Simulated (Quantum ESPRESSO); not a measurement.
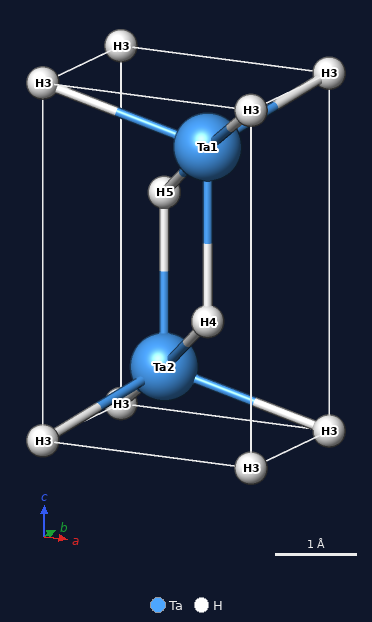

Figure 1. The structure (ball-and-stick view of the cell of the calculation, seen slightly off an axis; atoms are numbered from 1 in the order of the input). An atom can appear more than once, as a periodic image.

## Run report: Ta2H3, relaxation of cell and atoms (part 1 of 2)

The run: relaxation of cell and atoms of Ta2H3 (5 atoms in the cell). Method and program: Kohn-Sham DFT of a periodic cell, rPW86PBE with rVV10, GBRV 1.5 PBE, no spin polarisation (Quantum ESPRESSO 7.5).

The structure was made by swapping elements on the sites of another compound; it need not be a known phase.

The program's output
```
This program is part of the open-source Quantum ESPRESSO suite
     for quantum simulation of materials; please cite
         "P. Giannozzi et al., J. Phys.:Condens. Matter 21 395502 (2009);
         "P. Giannozzi et al., J. Phys.:Condens. Matter 29 465901 (2017);
         "P. Giannozzi et al., J. Chem. Phys. 152 154105 (2020);
          URL
     in publications or presentations arising from this work. More details at

     IMPORTANT: XC functional enforced from input :
     Exchange-correlation= RVV10
                           (   1   4  13   4  26   0   0)
     Any further DFT definition will be discarded
     Please, verify this is what you really want

     Message from routine setup:
     using ibrav=0 with symmetry is DISCOURAGED, use correct ibrav instead

     G-vector sticks info
     --------------------
     sticks:   dense  smooth     PW     G-vecs:    dense   smooth      PW
     Sum        1201     595    169                40935    14575    2287

     Using Slab Decomposition

     bravais-lattice index     =            0
     lattice parameter (alat)  =       6.9577  a.u.
     unit-cell volume          =     355.7510 (a.u.)^3
     number of atoms/cell      =            5
     number of atomic types    =            2
     number of electrons       =        29.00
     number of Kohn-Sham states=           22
     kinetic-energy cutoff     =      45.0000  Ry
     charge density cutoff     =     360.0000  Ry
     scf convergence threshold =      1.0E-09
     mixing beta               =       0.5000
     number of iterations used =            8  local-TF  mixing
     energy convergence thresh.=      1.0E-05
     force convergence thresh. =      4.0E-04
     press convergence thresh. =      3.0E-01
     Exchange-correlation= RVV10
                           (   1   4  13   4  26   0   0)
     nstep                     =           40

     celldm(1)=   6.957684  celldm(2)=   0.000000  celldm(3)=   0.000000
     celldm(4)=   0.000000  celldm(5)=   0.000000  celldm(6)=   0.000000

     crystal axes: (cart. coord. in units of alat)
               a(1) = (   1.000000   0.000000   0.000000 )
               a(2) = (  -0.500000   0.866025   0.000000 )
               a(3) = (   0.000000   0.000000   1.219611 )

     reciprocal axes: (cart. coord. in units 2 pi/alat)
               b(1) = (  1.000000  0.577350 -0.000000 )
               b(2) = (  0.000000  1.154701  0.000000 )
               b(3) = (  0.000000 -0.000000  0.819934 )

     PseudoPot. # 1 for Ta read from file:
     ta_pbe_v1.uspp.F.UPF
     Pseudo is Ultrasoft + core correction, Zval = 13.0
     Generated by new atomic code, or converted to UPF format
     Using radial grid of  921 points,  7 beta functions with:
                l(1) =   0
                l(2) =   0
                l(3) =   1
                l(4) =   1
                l(5) =   2
                l(6) =   2
                l(7) =   3
     Q(r) pseudized with  6 coefficients,  rinner =    1.300   1.300   1.300
                                                       1.300   1.300   1.300
                                                       1.300

     PseudoPot. # 2 for H  read from file:
     h_pbe_v1.4.uspp.F.UPF
     Pseudo is Ultrasoft, Zval =  1.0
     Generated by new atomic code, or converted to UPF format
     Using radial grid of  615 points,  2 beta functions with:
                l(1) =   0
                l(2) =   0
     Q(r) pseudized with  8 coefficients,  rinner =    0.700

     atomic species   valence    mass     pseudopotential
     Ta               13.00   180.94790     Ta( 1.00)
     H                 1.00     1.00800     H ( 1.00)

     12 Sym. Ops., with inversion, found

   Cartesian axes

     site n.     atom                  positions (alat units)
         1        Ta     tau(   1) = (   0.5000000   0.2886751   1.0210223  )
         2        Ta     tau(   2) = (  -0.0000000   0.5773503   0.1985888  )
         3        H      tau(   3) = (   0.0000000   0.0000000   0.0000000  )
         4        H      tau(   4) = (   0.5000000   0.2886751   0.4264665  )
         5        H      tau(   5) = (  -0.0000000   0.5773503   0.7931446  )

     number of k points=     9  Gaussian smearing, width (Ry)=  0.0073
                       cart. coord. in units 2pi/alat
        k(    1) = (   0.0000000   0.0000000   0.0000000), wk =   0.0416667
        k(    2) = (   0.0000000   0.0000000   0.2733112), wk =   0.0833333
        k(    3) = (   0.0000000   0.2886751   0.0000000), wk =   0.2500000
        k(    4) = (   0.0000000   0.2886751   0.2733112), wk =   0.2500000
        k(    5) = (   0.0000000  -0.5773503   0.0000000), wk =   0.1250000
        k(    6) = (   0.0000000  -0.5773503   0.2733112), wk =   0.2500000
        k(    7) = (   0.2500000   0.4330127   0.0000000), wk =   0.2500000
        k(    8) = (   0.2500000   0.4330127   0.2733112), wk =   0.5000000
        k(    9) = (   0.0000000   0.2886751  -0.2733112), wk =   0.2500000

     Dense  grid:    40935 G-vectors     FFT dimensions: (  45,  45,  54)

     Smooth grid:    14575 G-vectors     FFT dimensions: (  30,  30,  40)

     Initial potential from superposition of free atoms

     starting charge      28.9977, renormalised to      29.0000

     negative rho (up, down):  1.861E-01 0.000E+00

Carrying out rVV10 run using the following parameters:
Nqs =      20    Nr_points =    1024   r_max =   100.000
b_value =  6.30000    beta =  0.00901
     q_mesh =  0.00010000  0.00030000  0.00058939  0.00100810
               0.00161396  0.00249058  0.00375900  0.00559430
               0.00824984  0.01209221  0.01765183  0.02569619
               0.03733578  0.05417739  0.07854596  0.11380545
               0.16482331  0.23864234  0.34545298  0.50000000

Gradients computed in Reciprocal space

     Starting wfcs are   29 randomized atomic wfcs

     Self-consistent Calculation

     iteration #  1     ecut=    45.00 Ry     beta= 0.50
     Davidson diagonalization with overlap
     ethr =  1.00E-02,  avg # of iterations =  2.2

     Threshold (ethr) on eigenvalues was too large:
     Diagonalizing with lowered threshold

     Davidson diagonalization with overlap
     ethr =  6.90E-04,  avg # of iterations =  1.4

     negative rho (up, down):  1.892E-01 0.000E+00

     total energy              =    -287.39490874 Ry
     estimated scf accuracy    <       0.20567073 Ry

     iteration #  2     ecut=    45.00 Ry     beta= 0.50
     Davidson diagonalization with overlap
     ethr =  7.09E-04,  avg # of iterations =  1.6

     negative rho (up, down):  1.945E-01 0.000E+00

     total energy              =    -287.36233784 Ry
     estimated scf accuracy    <       0.08052029 Ry

     iteration #  3     ecut=    45.00 Ry     beta= 0.50
     Davidson diagonalization with overlap
     ethr =  2.78E-04,  avg # of iterations =  2.0

     negative rho (up, down):  1.945E-01 0.000E+00

     total energy              =    -287.37551289 Ry
     estimated scf accuracy    <       0.00076416 Ry

     iteration #  4     ecut=    45.00 Ry     beta= 0.50
     Davidson diagonalization with overlap
     ethr =  2.64E-06,  avg # of iterations =  4.9

     negative rho (up, down):  1.948E-01 0.000E+00

     total energy              =    -287.37562725 Ry
     estimated scf accuracy    <       0.00011643 Ry

     iteration #  5     ecut=    45.00 Ry     beta= 0.50
     Davidson diagonalization with overlap
     ethr =  4.01E-07,  avg # of iterations =  2.0

     negative rho (up, down):  1.948E-01 0.000E+00

     total energy              =    -287.37564548 Ry
     estimated scf accuracy    <       0.00000805 Ry

     iteration #  6     ecut=    45.00 Ry     beta= 0.50
     Davidson diagonalization with overlap
     ethr =  2.78E-08,  avg # of iterations =  2.1

     negative rho (up, down):  1.948E-01 0.000E+00

     total energy              =    -287.37564661 Ry
     estimated scf accuracy    <       0.00000116 Ry

     iteration #  7     ecut=    45.00 Ry     beta= 0.50
     Davidson diagonalization with overlap
     ethr =  3.99E-09,  avg # of iterations =  2.0

     negative rho (up, down):  1.948E-01 0.000E+00

     total energy              =    -287.37564685 Ry
     estimated scf accuracy    <       0.00000009 Ry

     iteration #  8     ecut=    45.00 Ry     beta= 0.50
     Davidson diagonalization with overlap
     ethr =  2.97E-10,  avg # of iterations =  2.0

     negative rho (up, down):  1.948E-01 0.000E+00

     total energy              =    -287.37564687 Ry
     estimated scf accuracy    <          3.5E-09 Ry

     iteration #  9     ecut=    45.00 Ry     beta= 0.50
     Davidson diagonalization with overlap
     ethr =  1.20E-11,  avg # of iterations =  2.0

     negative rho (up, down):  1.948E-01 0.000E+00

     End of self-consistent calculation

          k = 0.0000 0.0000 0.0000 (  1837 PWs)   bands (ev):

   -54.3661 -54.1097 -21.1267 -21.0753 -21.0753 -20.4005 -20.3331 -20.3331
     3.3808   7.3970   8.8540  11.6566  11.6566  12.1211  12.1211  16.1107
    16.1107  18.0215  18.0215  18.0521  18.8074  19.2709

          k = 0.0000 0.0000 0.2733 (  1812 PWs)   bands (ev):

   -54.3645 -54.1112 -21.0904 -21.0690 -21.0690 -20.4552 -20.3391 -20.3391
     4.2786   6.6093  10.0585  11.3862  11.3862  11.9315  11.9315  13.6010
    16.8042  16.9690  16.9690  18.4071  18.4071  19.8743

          k = 0.0000 0.2887 0.0000 (  1805 PWs)   bands (ev):

   -54.3322 -54.1411 -21.2387 -21.1659 -21.1492 -20.3430 -20.2788 -20.2669
     4.4795   7.3207   7.7599  12.0473  12.3684  12.6956  13.2882  14.8769
    15.9638  16.8571  18.1477  18.4087  19.0917  19.7332

          k = 0.0000 0.2887 0.2733 (  1826 PWs)   bands (ev):

   -54.3310 -54.1422 -21.2610 -21.1521 -21.1418 -20.3689 -20.2871 -20.2469
     5.2545   7.1719   8.2945  11.4654  12.0776  12.6011  12.9527  13.8493
    15.9440  16.4835  17.4774  17.6197  18.3265  20.2755

          k = 0.0000-0.5774 0.0000 (  1816 PWs)   bands (ev):

   -54.2781 -54.1927 -21.3638 -21.2167 -21.2149 -20.3127 -20.2339 -20.2006
     6.3088   6.5578   7.4561  12.0361  12.4823  12.5311  14.8873  15.6373
    15.8208  17.2639  18.1100  18.4622  18.5056  18.7220

          k = 0.0000-0.5774 0.2733 (  1810 PWs)   bands (ev):

   -54.2775 -54.1932 -21.3890 -21.2364 -21.2054 -20.3028 -20.2441 -20.1737
     6.4174   7.5089   8.1186  10.5818  12.5781  12.7764  14.4121  14.8622
    15.1479  15.5679  16.7032  17.7789  17.8008  20.0317

          k = 0.2500 0.4330 0.0000 (  1803 PWs)   bands (ev):

   -54.2781 -54.1927 -21.3093 -21.2800 -21.2133 -20.2797 -20.2444 -20.2155
     6.1032   6.9647   7.3250  11.8386  12.4111  13.0024  14.6402  15.5192
    15.5845  16.9675  17.3129  17.7276  17.7626  20.1358

          k = 0.2500 0.4330 0.2733 (  1814 PWs)   bands (ev):

   -54.2775 -54.1931 -21.3140 -21.3054 -21.2218 -20.2740 -20.2239 -20.2125
     6.6927   7.2079   8.0483  11.4460  11.9923  12.7635  13.7106  13.8109
    15.4610  16.2675  17.1306  17.5209  18.7776  19.4059

          k = 0.0000 0.2887-0.2733 (  1826 PWs)   bands (ev):

   -54.3310 -54.1422 -21.2437 -21.1746 -21.1411 -20.3451 -20.2879 -20.2654
     5.3519   6.7767   8.6270  11.4447  12.2839  12.5117  12.5365  14.6702
    16.3657  16.5617  17.1163  17.4571  17.5791  19.9408

     the Fermi energy is    13.6318 ev

!    total energy              =    -287.37564687 Ry
     estimated scf accuracy    <          5.8E-10 Ry
     smearing contrib. (-TS)   =      -0.00076029 Ry
     internal energy E=F+TS    =    -287.37488659 Ry

     The total energy is F=E-TS. E is the sum of the following terms:
     one-electron contribution =     -72.26912264 Ry
     hartree contribution      =      45.67886436 Ry
     xc contribution           =     -86.93995617 Ry
     ewald contribution        =    -173.84467213 Ry

     convergence has been achieved in   9 iterations

     negative rho (up, down):  1.948E-01 0.000E+00

     Forces acting on atoms (cartesian axes, Ry/au):

     atom    1 type  1   force =     0.00000000    0.00000000   -0.19544624
     atom    2 type  1   force =     0.00000000    0.00000000    0.19544624
     atom    3 type  2   force =     0.00000000    0.00000000    0.00000000
     atom    4 type  2   force =     0.00000000    0.00000000   -0.02196723
     atom    5 type  2   force =     0.00000000    0.00000000    0.02196723

     Total force =     0.278143     Total SCF correction =     0.000099

     Computing stress (Cartesian axis) and pressure

     negative rho (up, down):  1.948E-01 0.000E+00
          total   stress  (Ry/bohr**3)                   (kbar)     P=       37.31
   0.00002553   0.00000000  -0.00000000            3.76        0.00       -0.00
   0.00000000   0.00002553  -0.00000000            0.00        3.76       -0.00
   0.00000000   0.00000000   0.00070981            0.00        0.00      104.42

     BFGS Geometry Optimization
     Energy error            =      8.0E-02 Ry
     Gradient error          =      2.0E-01 Ry/Bohr
     Cell gradient error     =      1.0E+02 kbar

     number of scf cycles    =   1
     number of bfgs steps    =   0

     enthalpy           new  =    -287.3756468709 Ry

     new trust radius        =       0.1954462431 bohr
     new conv_thr            =       0.0000000010 Ry

     new unit-cell volume =    362.52628 a.u.^3 (    53.72085 Ang^3 )
     density =     11.27986 g/cm^3

CELL_PARAMETERS (bohr)
   6.962125523   0.000000000   0.000000000
  -3.481062762   6.029377573   0.000000000
  -0.000000000  -0.000000000   8.636249155

ATOMIC_POSITIONS (bohr)
Ta               3.4810627964        2.0097925043        7.0310973271
Ta              -0.0000000348        4.0195850689        1.6051518276
H                0.0000000000        0.0000000000        0.0000000000
H                3.4810627964        2.0097925043        2.9975162096
H               -0.0000000348        4.0195850689        5.6387329452
```
